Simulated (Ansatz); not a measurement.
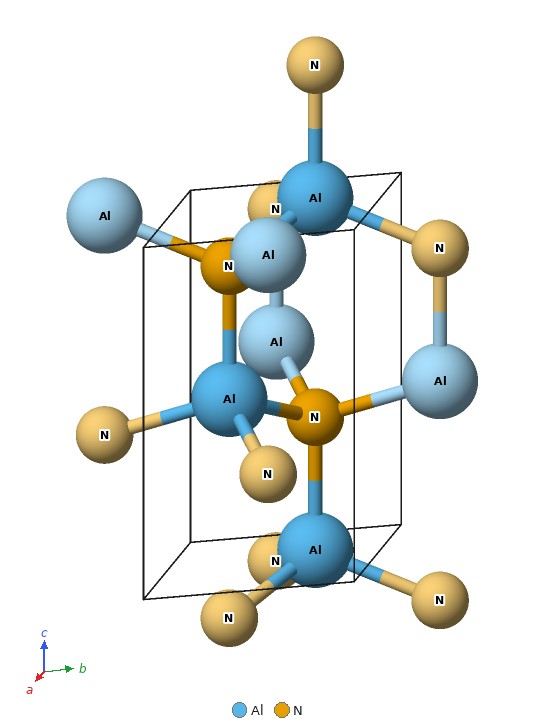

A ball-and-stick rendering, viewed slightly off an axis. The conventional unit cell is drawn as a box. Atoms just outside the outline that bond to atoms inside are added, in fainter colours.

AlN, wurtzite, space group P6_3mc (No. 186), a = 3.107 Å, b = 3.107 Å, c = 5.128 Å, α = 90.00°, β = 90.00°, γ = 120.00°. The model was built from a structure type filled with these elements by a generator (whether the compound takes this form wasn't checked). The cell was then strained or its atoms displaced on purpose. A calculation with Ansatz used it as input.

This one geometry was computed with Ansatz (DFT, plane waves, PAW) at three levels of theory: HSE06, PBE and r2SCAN. It was relaxed with r2SCAN and then strained.

**Which level gives the highest pressure at this volume, and what does that say about its equilibrium volume?**

Highest: PBE (-1.0 GPa), which points to the largest equilibrium volume. Lowest, with the smallest volume: HSE06 (-6.2 GPa). Levels within 0.5 GPa of each other can't be told apart.

**How does the band gap change with the level of theory?**

PBE: a gap of 4.06 eV, direct; r2SCAN: a gap of 4.70 eV, direct; HSE06: a gap of 5.42 eV, direct.

**Collect the results in a table.**

| level | cutoff (eV) | k-mesh of the run's cell | gap (eV) | pressure (GPa) |
| --- | --- | --- | --- | --- |
| HSE06 | 420 | 6×6×4 | 5.42 | -6.2 |
| PBE | 420 | 12×12×6 | 4.06 | -1.0 |
| r2SCAN | 500 | 12×12×6 | 4.70 | -5.6 |

Gaps are taken on the k-mesh or band path of each run.
